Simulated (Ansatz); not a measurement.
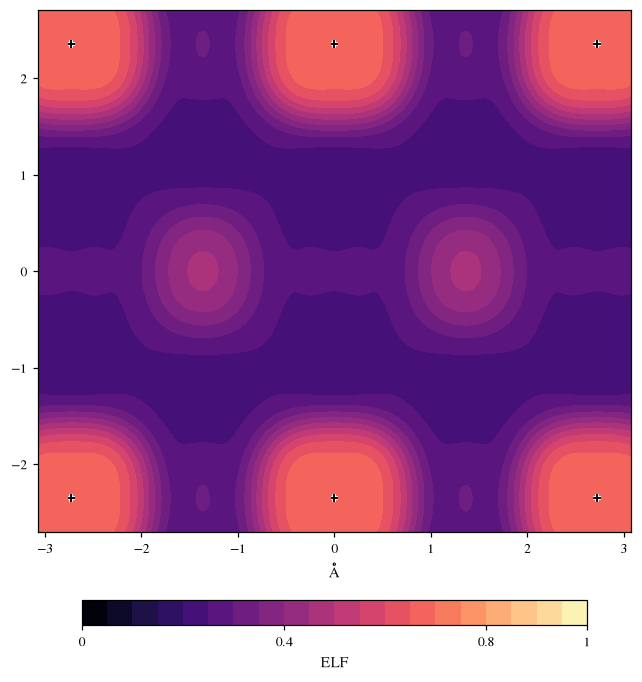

The electron localisation function on a plane through atoms (crosses mark nuclei in the plane).

Computed with DFT PBEsol, scalar-relativistic, plane waves, PAW in Ansatz 0.2.0.

Candidates:
A. Pt, a = 2.73 Å, b = 2.73 Å, c = 4.71 Å, α = 90.00°, β = 90.00°, γ = 120.00°. Space group P6₃/mmc; a structure from a database of computed crystals, not necessarily the ambient phase.
B. HfN, a = 4.50 Å, b = 4.50 Å, c = 4.50 Å, α = 90.00°, β = 90.00°, γ = 90.00°. Space group Fm-3m; computed without spin polarisation.
C. TaN, a = 4.38 Å, b = 4.38 Å, c = 4.38 Å, α = 90.00°, β = 90.00°, γ = 90.00°. Space group Fm-3m.

Question: Which candidate gave the map?

Answer: Candidate A: Pt on the (100) plane of the conventional cell, which holds Pt. Pt–Pt (2.73 Å): the ELF is about 0.30 at the midpoint: no localised pair shows between them.
